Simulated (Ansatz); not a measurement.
System: ZrS₂, space group P-3m1 (No. 164).

Input of the run:
```
crystal:
  lattice:
    - [3.6273750713, 0.0, 0.0]
    - [-1.8136875357, 3.1413989608, 0.0]
    - [0.0, 0.0, 5.8874526944]
  atoms:
    - { symbol: Zr, position: [0.0, 0.0, 0.0] }
    - { symbol: S, position: [0.3333333333, 0.6666666667, 0.2468122995] }
    - { symbol: S, position: [0.6666666667, 0.3333333333, 0.7531877005] }
basis:
  ecutwfc: 420
kpoints:
  mp_grid: { grid: [12, 12, 6] }
hamiltonian:
  xc: pbesol
scf:
  occupations: { method: fixed }
output:
  eigenvalues: true
phonons:
  method: dfpt
  dielectric: true
  rigid_motions: translations
  eigenvectors: true
```

Launched with:
```bash
ansatz run input.yaml --threads 1 --pin off --max-ram 3072MiB --backend cpu --events-out ev --progress --plain --runs-dir out
```

Computed with Ansatz 0.2.0: optical phonons of an insulator on the approach to the zone centre along x, y and z with the field of polar modes, imaginary frequencies are negative, field response on a mesh refined by the program; plane waves with PAW datasets. Level: PBEsol, no spin polarisation.

wave cutoff 420 eV; k mesh 12×12×6; occupations fixed; pressure 0 GPa.

What does the calculation give for the polar optical modes, transverse and longitudinal, for each direction of approach to the zone centre?

Along x the polar lines lie at 159.2, 323.2, 324.4 cm⁻¹; along y the polar lines lie at 159.2, 323.2, 324.4 cm⁻¹; along z the polar lines lie at 159.2, 341.9 cm⁻¹ (lines above 2 % of the strongest).

```
at  frequency (cm⁻¹)  degeneracy  dipole strength ((D/Å)²/amu)
 x             159.2           1                            30
 x             250.0           2                             0
 x             312.5           1                             0
 x             323.2           1                          2.32
 x             324.4           1                            30
 y             159.2           1                            30
 y             250.0           2                             0
 y             312.5           1                             0
 y             323.2           1                          2.32
 y             324.4           1                            30
 z             159.2           2                            60
 z             250.0           2                             0
 z             312.5           1                             0
 z             341.9           1                          2.32
```

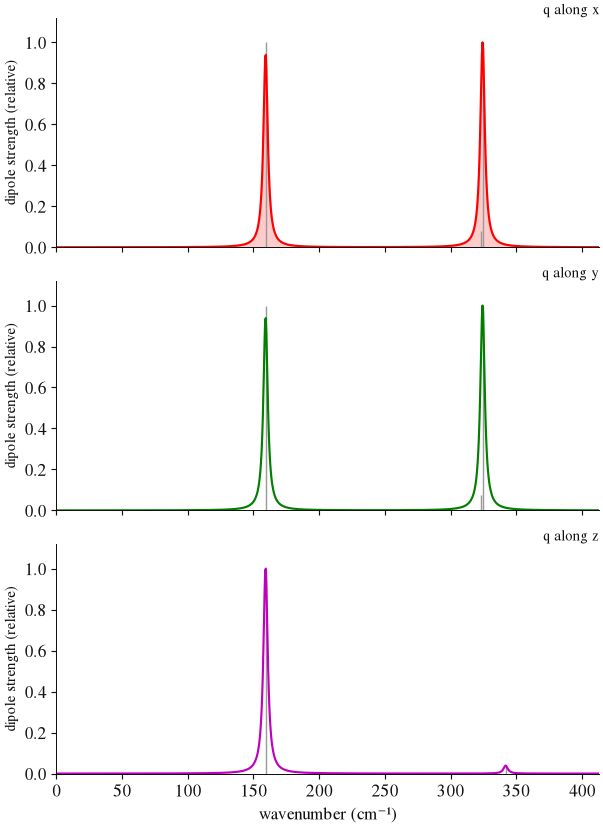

Lines are broadened by Lorentzians of 4 cm⁻¹ full width; each panel is scaled to its strongest line.
